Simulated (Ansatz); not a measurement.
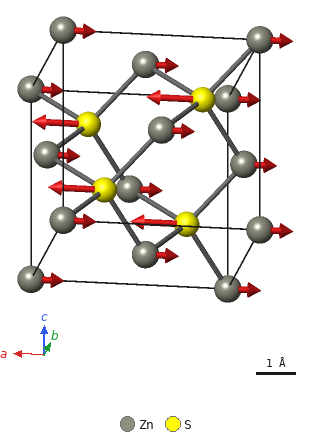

The lowest optical mode of crystalline ZnS relaxed at 16 GPa, space group F-43m (No. 216), at the zone centre. The red arrows are the displacements of the atoms (eigenvector over the root of the mass), of arbitrary overall length and sign. The picture is a ball-and-stick view of the conventional cell (4 times the calculation's cell), seen from a free direction. Lengths and directions refer to the drawn axes.

These are results of DFT PBE, scalar-relativistic, plane waves, PAW in Ansatz, not measurements. (plane-wave cutoff 420 eV; k-point mesh 10 × 10 × 10; occupations fixed; target pressure 16 GPa; no spin polarisation)

Frequencies are those without the non-analytic (LO–TO) term.

Is the structure stable against all modes at this point?

Answer. Yes: this softest mode has a real frequency, and so have all others here. That speaks for this wave vector alone: the rest of the zone wasn't checked in this run. This is the T₂ mode (triply degenerate; one member of the set is drawn) at 341 cm⁻¹, the only optical level, infrared- and Raman-active by symmetry. The S sublattice moves against the Zn sublattice, along a; the kinetic energy is shared as S 67 %, Zn 33 %. Its infrared intensity is 10 (D/Å)²/amu for the set. The value is the transverse one; the longitudinal partner lies at 390 cm⁻¹.
